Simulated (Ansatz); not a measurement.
The calculation's input:

```
crystal:
  lattice:
    - [1.5939, 0.9202385941, 4.5691544269]
    - [-1.5939, 0.9202385941, 4.5691544269]
    - [0.0, -1.8404771881, 4.5691544269]
  atoms:
    - { symbol: Na, position: [0.0, 0.0, 0.0] }
    - { symbol: H, position: [0.5, 0.5, 0.5] }
    - { symbol: F, position: [0.4168825606, 0.4168825606, 0.4168825606] }
    - { symbol: F, position: [0.5831174394, 0.5831174394, 0.5831174394] }
basis:
  ecutwfc: 520.0
kpoints:
  mp_grid: { grid: [9, 9, 9] }
hamiltonian:
  xc: pbesol
  pseudopotentials: { kind: paw }
  dispersion: d3bj
scf:
  occupations: { method: gaussian, width: 0.05 }
output:
  forces: true
  stress: true
  eigenvalues: true
  write_density: true
  write_potential: true
  elf: true
  volumetric_format: npy
```

Command:

```sh
ansatz run input.yaml --threads 1 --pin off --max-ram 2048MiB --backend cpu --events-out ev --progress --plain --runs-dir out
```

Below, planes, directions and counts refer to the conventional cell (a = 3.19 Å, b = 3.19 Å, c = 13.71 Å, α = 90.00°, β = 90.00°, γ = 120.00°).

Space group R-3m; not relaxed (largest force 0.5 eV/Å); computed pressure about 6 GPa in this cell.

Method: DFT PBEsol+D3(BJ), scalar-relativistic, plane waves, PAW in Ansatz 0.2.0.

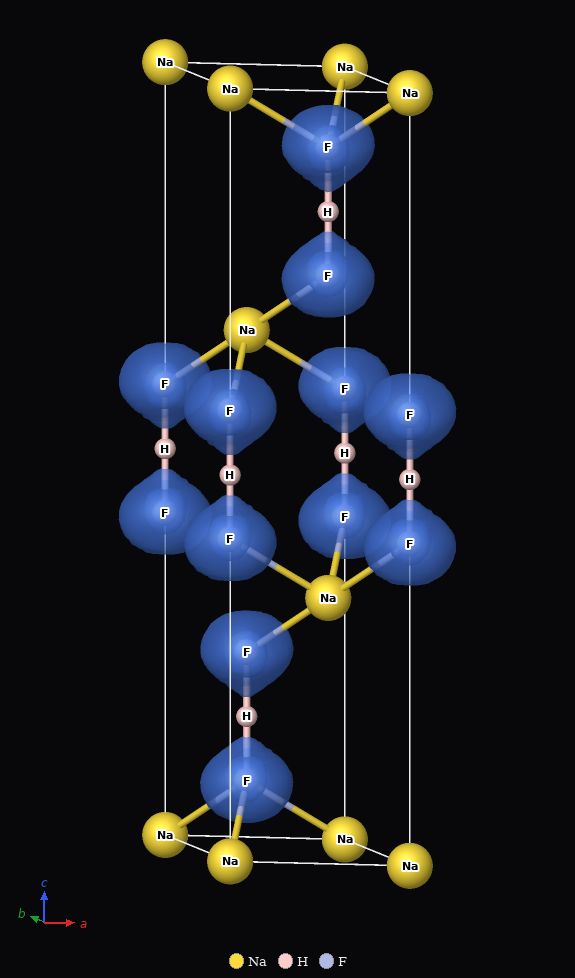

NaHF$_{2}$. Isosurface of the ELF at 0.75 (blue), seen slightly off an axis. Core shells and regions of very low density are left out. Sticks mark near contacts.

In a PAW calculation such maps are meaningful between the atoms, not at the nuclei.

> Describe the localisation domains.

The ELF exceeds this value in six regions on F in which the atom's valence shell and bonds are merged, counted in one cell of 12 atoms. Any copies at cell faces, edges or corners count once. Profiles from the grid: F–H (1.14 Å): the ELF peaks at about 0.80 between the atoms. Na–F (2.17 Å): the ELF is about 0.05 at the midpoint: a closed-shell, largely ionic contact.

> Metal or insulator at this level of theory?

It is gapped, with a Kohn–Sham gap of 7.5 eV on the k-point mesh (the band edges may lie off the mesh, which would make the gap smaller).
